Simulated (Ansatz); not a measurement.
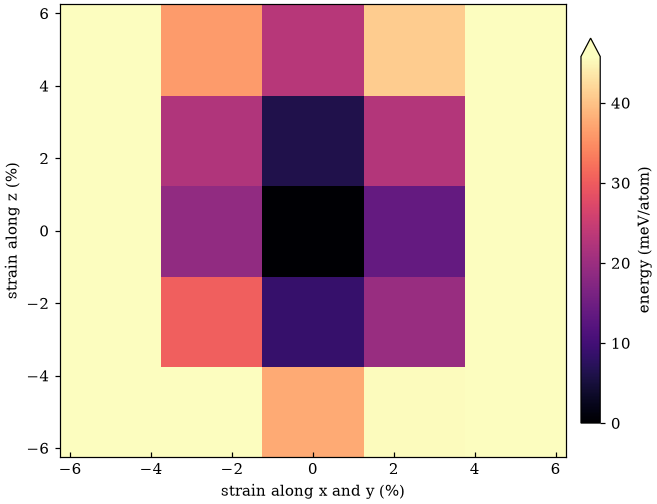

Energy landscape of PbS (Fm-3m, No. 225; 2 atoms in the cell). 
- The cell is strained homogeneously, by one strain along x and y and another along z, with fractional coordinates fixed (x, y and z along the cube axes).
- Coordinates scanned: (1) strain along x and y; (2) strain along z.
- The scan uses a 5 × 5 grid.
- Energies are in meV/atom, from the lowest grid point.
- The D3 coefficients switch with the coordination numbers inside this range, which puts artificial structure into the map. The reference cell is the one listed in the database, not relaxed at this level.
- Computed with Ansatz, DFT PBE+D3(BJ), scalar-relativistic, plane waves, PAW. Settings: cutoff 420 eV, k-mesh 10×10×10, gaussian smearing 0.03 eV, no spin polarisation.

Drawn: one coloured cell a grid point, one colour for all values above the top of the scale. 

**Where are the lowest and the highest points?**

The lowest grid point is at strain along x and y = 0.0 %, strain along z = 0.0 %. The highest grid point, strain along x and y = −5.0 %, strain along z = −5.0 %, lies 127 meV/atom above the lowest.
